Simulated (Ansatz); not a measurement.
Given this structure:

```yaml
crystal:
  lattice:
    - [7.40541, 0.00000, 0.00000]
    - [0.00000, 7.40541, 0.00000]
    - [0.00000, 0.00000, 7.40541]
  atoms:
    - { symbol: K, position: [0.25000, 0.25000, 0.75000] }
    - { symbol: K, position: [0.25000, 0.75000, 0.75000] }
    - { symbol: S, position: [0.00000, 0.00000, 0.00000] }
    - { symbol: K, position: [0.25000, 0.75000, 0.25000] }
    - { symbol: K, position: [0.25000, 0.25000, 0.25000] }
    - { symbol: S, position: [0.00000, 0.50000, 0.50000] }
    - { symbol: K, position: [0.75000, 0.25000, 0.25000] }
    - { symbol: K, position: [0.75000, 0.75000, 0.25000] }
    - { symbol: S, position: [0.50000, 0.00000, 0.50000] }
    - { symbol: K, position: [0.75000, 0.75000, 0.75000] }
    - { symbol: K, position: [0.75000, 0.25000, 0.75000] }
    - { symbol: S, position: [0.50000, 0.50000, 0.00000] }
```

> Give a crystallographic description of this input.

Chemical formula K2S. Space group Fm-3m (No. 225), lattice face-centred cubic. In terms of structure types, this is antifluorite. Content of the cell: 8 K, 4 S (Z = 4). The polyhedra are KS4 tetrahedra; they share corners and edges. K is coordinated by four S in a tetrahedral arrangement at 3.21 Å. The neighbours of S are eight K in a cubic arrangement at 3.21 Å. The bonds build a three-dimensional framework.

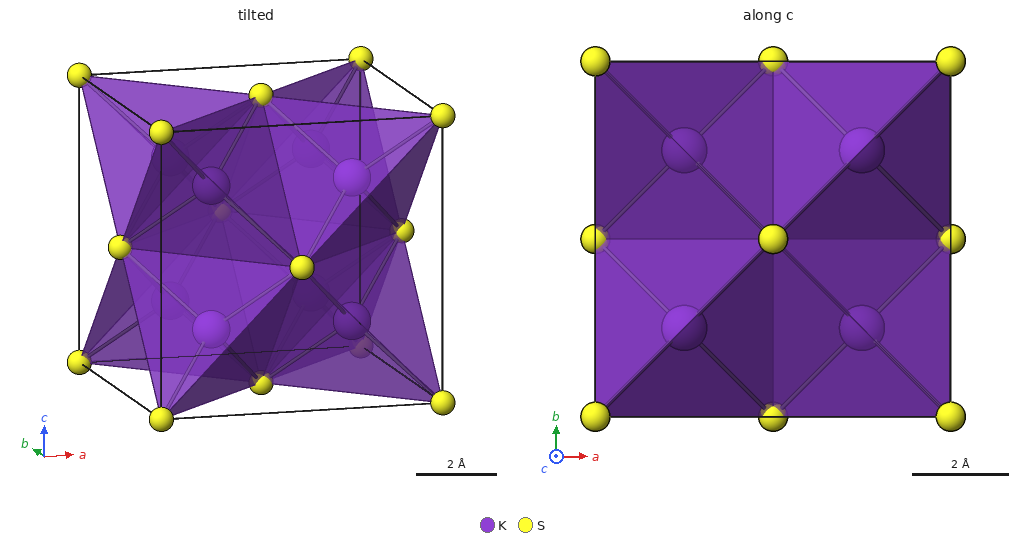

We look at a polyhedral model of the crystal slightly off an axis and along the c axis. The wireframe shows the conventional unit cell. Colours: potassium purple, sulfur yellow.

Starting structure: a structure listed in the Materials Project. Earlier steps of the study may have refined or changed the cell and positions. It was the input of a calculation with Ansatz.
